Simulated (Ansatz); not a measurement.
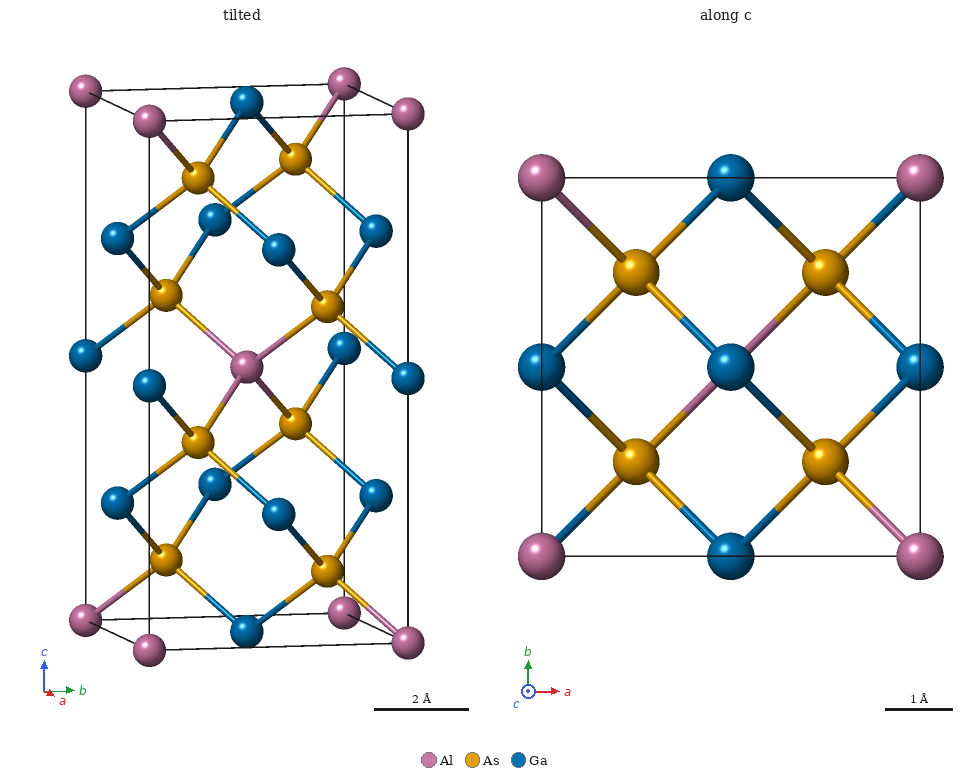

Crystal structure, ball-and-stick style, seen slightly off an axis and along the c axis. Atoms at the boundary of the conventional unit cell (the box) are drawn once for each face, edge or corner they touch.

AlGa3As4, space group I-42m (No. 121), a = 5.670 Å, b = 5.670 Å, c = 11.341 Å, α = 90.00°, β = 90.00°, γ = 90.00°. The starting point was a structure type filled with these elements by a generator (whether the compound takes this form wasn't checked). Earlier steps of the study, as a rule a relaxation of our own, may have changed the cell and positions, so they can lie some per cent off the listed ones. It was run through Ansatz as a DFT input.

This one geometry was computed with Ansatz (DFT, plane waves, PAW) at five levels of theory: HSE06, PBE with spin-orbit coupling, PBE, r2SCAN and PBE0. It was relaxed beforehand with r2SCAN.

Which level gives the highest pressure at this volume, and what does that say about its equilibrium volume?

Answer. Highest: PBE with spin-orbit coupling (2.5 GPa) and PBE (2.5 GPa), which points to the largest equilibrium volume. Lowest, with the smallest volume: HSE06 (0.5 GPa), r2SCAN (0.0 GPa) and PBE0 (0.3 GPa). Levels within 0.5 GPa of each other can't be told apart.

How does the band gap change with the level of theory?

Answer. PBE with spin-orbit coupling: a gap of 0.72 eV, direct; PBE: a gap of 0.83 eV, direct; r2SCAN: a gap of 1.34 eV, direct; HSE06: a gap of 1.70 eV, direct; PBE0: a gap of 2.29 eV, direct.

Collect the results in a table.

Answer.
| level | cutoff (eV) | k-mesh of the run's cell | gap (eV) | pressure (GPa) |
| --- | --- | --- | --- | --- |
| HSE06 | 420 | 4×4×4 | 1.70 | 0.5 |
| PBE with spin-orbit coupling | 420 | 6×6×6 | 0.72 | 2.5 |
| PBE | 420 | 6×6×6 | 0.83 | 2.5 |
| r2SCAN | 500 | 6×6×6 | 1.34 | 0.0 |
| PBE0 | 420 | 4×4×4 | 2.29 | 0.3 |

Gaps are taken on the k-mesh or band path of each run.
